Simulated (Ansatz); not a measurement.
# Single-point calculation, with input and output: LiF

System: LiF (Fm-3m, 2 atoms in the cell).
Method: DFT, PBEsol, plane waves, PAW, no spin polarisation (Ansatz 0.2.0).

The structure was built on a prototype by a generator. Some settings of this run were made unusual or wrong on purpose. The geometry comes from this level: r2SCAN. Figures and captions count atoms from 1; the log counts them from 0 in places.

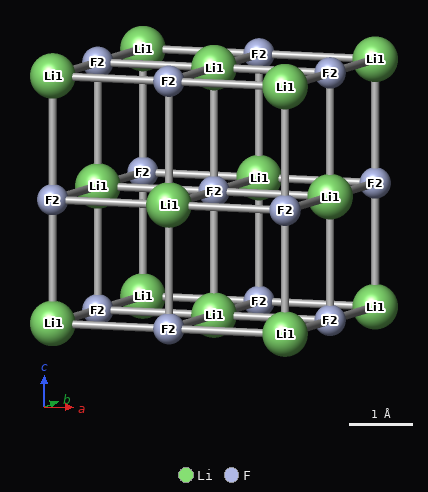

**Figure 1.** The structure as given in the input (ball-and-stick view of the cell 4 times as large as that of the calculation, set on its symmetry axes, seen slightly off an axis; atoms are numbered from 1 in the order of the input). Near neighbours in the crystal (not all of them lie inside the picture): Li has 6 F at 1.99 Å; F has 6 Li at 1.99 Å.

What the run reported

```json
{"quantity": "outcome", "value": "converged"}
{"quantity": "space group (tolerance 0.01 Å)", "value": "Fm-3m (225)"}
{"quantity": "electrons treated", "value": "10"}
{"quantity": "free energy", "value": "−1006.6398 eV"}
{"quantity": "Fermi energy", "value": "7.064 eV"}
{"quantity": "band gap", "value": "9.22 eV"}
{"quantity": "pressure", "value": "4.58 GPa"}
{"quantity": "largest force (length of the vector)", "value": "under 0.001 eV/Å"}
{"quantity": "hardware", "value": "4 threads of an x86-64 CPU, shared host"}
{"quantity": "wall time", "value": "1.1 s (CPU time 1.4 s)"}
{"quantity": "peak memory", "value": "0.28 GiB"}
```

Diagnosis

Some settings of this run were drawn to be unusual or wrong. It converged; results that depend on the unusual settings are not reference values.

The input
```yaml
crystal:
  lattice:
    - [0.0, 1.9948717434, 1.9948717434]
    - [1.9948717434, 0.0, 1.9948717434]
    - [1.9948717434, 1.9948717434, 0.0]
  atoms:
    - { symbol: Li, position: [0.0, 0.0, 0.0] }
    - { symbol: F, position: [0.5, 0.5, 0.5] }
kpoints:
  mp_grid: { grid: [8, 8, 8] }
hamiltonian:
  xc: pbesol
scf:
  occupations: { method: gaussian, width: 4 }
  n_extra_bands: 4
output:
  forces: true
  stress: true
  eigenvalues: true
```

Command:
```bash
ansatz run input.yaml --threads 4 --pin off --max-ram 3686MiB --backend cpu --events-out ev --progress --plain --runs-dir out
```

The program's output
```
scf.n_extra_bands = 4 over 5 filled bands (N_el = 10.0): the run solves 9 bands
Engine: ansatz 0.2.0, x86_64-unknown-linux-gnu
Pseudopotentials: kind: paw
Pseudopotential: Li, paw, valence charge 3, recommended cutoff 420 eV (normal), Li.paw.azcp
Pseudopotential: F, paw, valence charge 7, recommended cutoff 420 eV (normal), F.paw.azcp
Functional definition: PBEsol
  exchange = pbesol_x
  correlation = pbesol_c
Crystal: 2 atoms, lattice volume = 15.877 Å³
Basis set: ecut = 420 eV, 331 PW (Γ), exchange–correlation on 40×40×40 points (8 copies of the dense FFT grid, shifted against one another)
Bands: 9, of which v1, the nominal top of the filled ones, is band 5 counted from 1 (4 counted from 0)
Symmetry: 48 space group operations
Space group: Fm-3m (ITA 225), of the structure as read, at distance tolerance 2.5e-5 Å
k-points: 29 of 512
Non-local potential: Li, projectors of the file, l = 0: 3, l = 1: 2, l = 2: 1
Non-local potential: F, projectors of the file, l = 0: 2, l = 1: 2, l = 2: 1
PAW form: soft (Blöchl's): semilocal exchange-correlation on the pseudo side does not see the compensation charge
PAW frozen core: F, regenerated for the run's functional, and the local potential with it (the file was generated under x = pbe(κ = 0.804, μ = 0.2195149727645171), c = pbe(β = 0.06672455060314922))
PAW one-centre angular grid: Li, 110 points (default); XC on 64 Gauss nodes
PAW one-centre angular grid: F, 110 points (default); XC on 64 Gauss nodes
Initial density: superposition of atomic densities (neutral atoms: chi_scale 0, normalization atom), corrected by the library's trained network
Initial wavefunctions: pseudopotential atomic-orbital guess
Functional: x = pbesol(κ = 0.804, μ = 0.12345679012345678), c = pbesol(β = 0.046)
SCF iter   1: F=—  HF=-1006.654161 eV  |F-HF|=—  |Δ(HF+E_count)|=         —  Δρ=1.95e-2  dr2=4.27e-2  ethr=1.77e-3  ⟨swp⟩=3.9  Hψ=1494  notcnv=0
preconditioner: auto → none  [insulator: Δε(μ)=9.025 eV  Ē_g=22.682 eV  σ=4.000 eV  W_gap=0.84  n_scr=0 (ndim 8)  ℏωp=26.4 eV  f_vac=0.000  D(μ)=0.07/eV (n_scr^D=0)  ε∞_Penn≈2.4]
SCF iter   2: F=—  HF=-1006.641226 eV  |F-HF|=—  |Δ(HF+E_count)|=   1.29e-2  Δρ=8.35e-3  dr2=4.49e-3  ethr=4.27e-4  ⟨swp⟩=2.4  Hψ=609  notcnv=0
SCF iter   3: F=—  HF=-1006.639800 eV  |F-HF|=—  |Δ(HF+E_count)|=   1.43e-3  Δρ=1.53e-3  dr2=2.17e-4  ethr=4.49e-5  ⟨swp⟩=2.3  Hψ=351  notcnv=0
SCF iter   4: F=—  HF=-1006.639823 eV  |F-HF|=—  |Δ(HF+E_count)|=   2.37e-5  Δρ=3.64e-4  dr2=8.00e-6  ethr=2.17e-6  ⟨swp⟩=2.9  Hψ=405  notcnv=0
SCF iter   5: F=—  HF=-1006.639841 eV  |F-HF|=—  |Δ(HF+E_count)|=   1.77e-5  Δρ=5.90e-5  dr2=4.21e-7  ethr=8.00e-8  ⟨swp⟩=2.6  Hψ=403  notcnv=0
SCF iter   6: F=-1006.639841 eV  HF=-1006.639841 eV  |F-HF|=2.23e-9  |Δ(HF+E_count)|=   6.08e-8  Δρ=6.18e-6  dr2=5.05e-9  ethr=1.00e-9  ⟨swp⟩=5.0  Hψ=1210  notcnv=0
SCF 1 converged in 6 iterations: F = -1006.639841 eV  dr2 = 5.05e-9
  greatest PAW one-centre occupation: 1.000 electrons in one spin orbital (limit 2), on the Li atom at site 0 (counted from 0), in its partial waves of l = 0
```

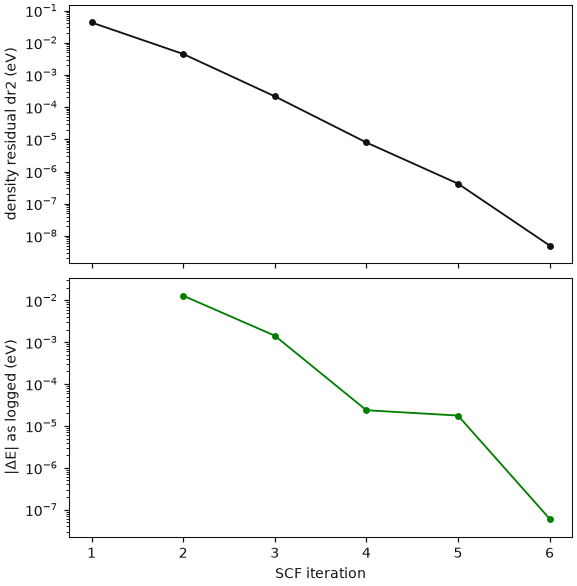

**Figure 2.** Convergence of the self-consistent field: density residual dr2 and size of the energy change against the SCF iteration. The residual falls at every step.

```
SCF converged after 6 iterations
Free energy (F): -1006.639841 eV
Harris-Foulkes:  -1006.639841 eV  (|F-HF|=2.23e-9)
Internal energy: -1006.080319 eV  (E = F + TS)
E sigma→0 (E₀):  -1006.360080 eV
Entropy (-TS):   -0.559522 eV (-279.761 meV/atom)
Fermi energy:    7.063588 eV
--- Per-component energies (eV) ---
  E_band       = -115.318361
  E_kinetic    = 230.277003
  E_local      = -629.971086  (includes V_loc(G=0)·N_el)
  E_nonlocal   = 40.886228
  E_hartree    = 218.920885
  E_xc         = -90.328554
  E_vxc        = -116.635328  (∫ρ·V_xc dr)
  E_paw        = -213.437516  (= ΣΔE_a)
  E_vpaw       = -77.721004  (= ΣTr[D̂ρ^β])
  E_aug_tail   = 0.002123  (compensation charges beyond the density's cutoff)
  E_ewald      = -562.471844
  E_core_change = 0.042443  (= ΣΔE_core)
  E_smearing   = -0.559522  (= −TS)
  E_closure    = 0.000000  (closes the sum)
  Σ components = -1006.639841   (vs F -1006.639841, Δ=0.00e0)
--- Forces (eV/Å), atoms counted from 1 ---
  atom   1  Li    -0.00000000     0.00000000    -0.00000000
  atom   2  F      0.00000000    -0.00000000     0.00000000
  max |Σ_I F_I| component: 3.24e-29 eV/Å
--- Stress (GPa, compression-positive) ---
        4.584604       0.000000       0.000000
        0.000000       4.584604      -0.000000
       -0.000000      -0.000000       4.584604
  P = ⅓ Tr σ = 4.5846 GPa (45.846 kbar)
--- Band table (eV; the first three rows and the last of 29) ---
  k-point 0: bands = ["-38.9577", "-18.9072", "1.0272", "1.0272", "1.0272", "10.2486", "25.3614", "25.3614", "25.3614"]
  k-point 1: bands = ["-38.9471", "-18.8451", "0.5752", "0.9909", "0.9909", "10.6861", "21.7408", "23.6192", "23.6192"]
  k-point 2: bands = ["-38.9215", "-18.6895", "-0.3974", "0.9049", "0.9049", "11.4831", "19.0691", "21.8005", "21.8005"]
  k-point 28: bands = ["-38.8656", "-18.1916", "-1.1586", "-1.1586", "0.2009", "16.1520", "16.1520", "18.6855", "20.6007"]
```
